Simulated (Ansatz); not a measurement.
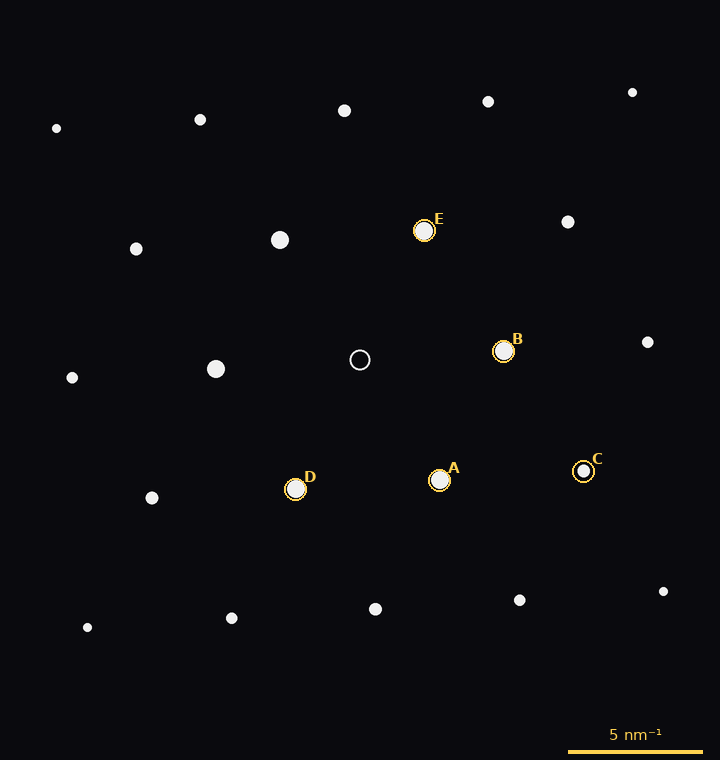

The pattern is a kinematic simulation for 100 kV electrons (no multiple scattering; isotropic B = 0.5 Å²). The zone axis points towards the electron source and the pattern is seen from the source side.

Pd, space group Pm-3m (No. 221), a = 2.61 Å. Structure: the geometry relaxed with Ansatz 0.2.0, DFT, PBE, plane waves (420 eV) with PAW, scalar-relativistic; the starting structure was generated, so it need not be a known form of this composition.

```json
{"atom": "Pd", "site": "1a", "symmetry": "m-3m", "x": "0.0000", "y": "0.0000", "z": "0.0000"}
```

Spot A is indexed -1 1 0 and spot B -1 0 1.

What are the indices of the remaining marked spots?

Answer. C = A + B = -2 1 1 (d = 1.068 Å). D = A − B = 0 1 -1 (d = 1.849 Å). E = −A + B = 0 -1 1 (d = 1.849 Å).

Find the zone axis.

Answer. The cross product of A and B is parallel to [111]; every spot obeys hu + kv + lw = 0.
